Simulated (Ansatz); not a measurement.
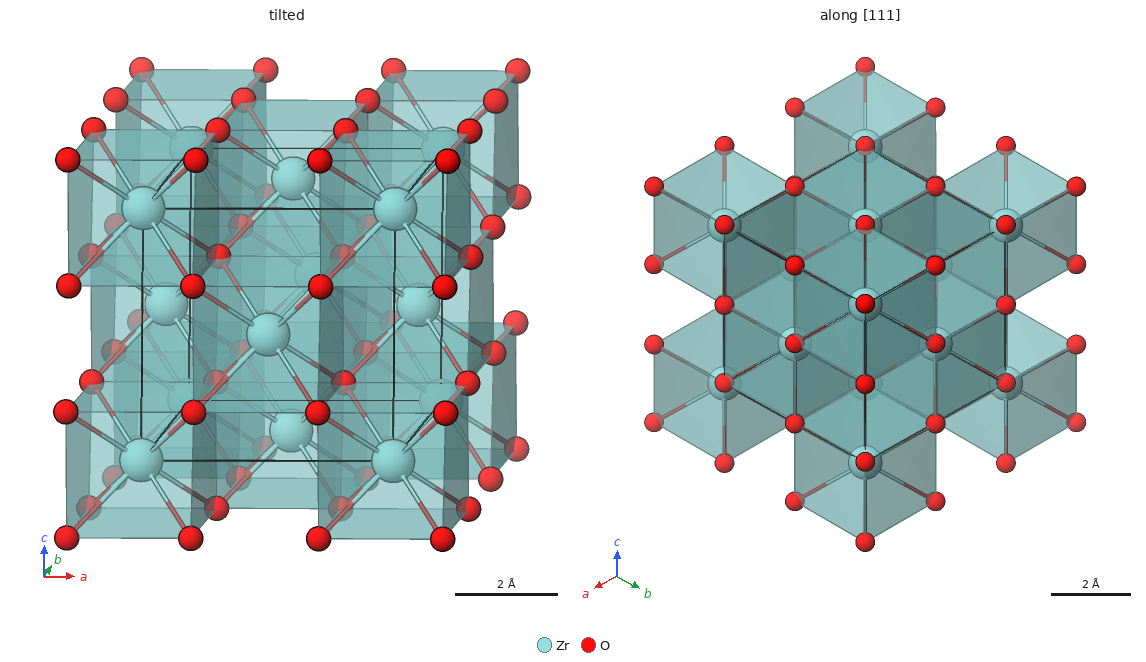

View slightly off an axis and along [111], drawn as a polyhedral model. Atoms at the boundary of the drawn cell (a repeat of the simulation cell) (the box) are drawn once for each face, edge or corner they touch. Some neighbours outside the box are added. Cell: a = 5.064 Å, b = 5.064 Å, c = 5.073 Å, α = 87.57°, β = 87.57°, γ = 90.00°.

In words:

The formula is ZrO₂. Strictly the space group is C2/m (No. 12, within 0.01 Å). It is a distorted form of a face-centred cubic structure, space group Fm-3m (No. 225) within 0.45 Å: fluorite (CaF₂ type). Atoms per cell: 12 (4 Zr, 8 O). The polyhedra are ZrO8 cubes; they share edges. Zr is linked to eight O in a cubic arrangement at about 2.2 Å. About every O there are four Zr in a tetrahedral arrangement at about 2.2 Å. Not all metal-metal contacts are counted. The bonds build a three-dimensional framework.

The model was built from a structure listed in the Materials Project. The cell was then strained or its atoms displaced on purpose. It went into a calculation with Ansatz.
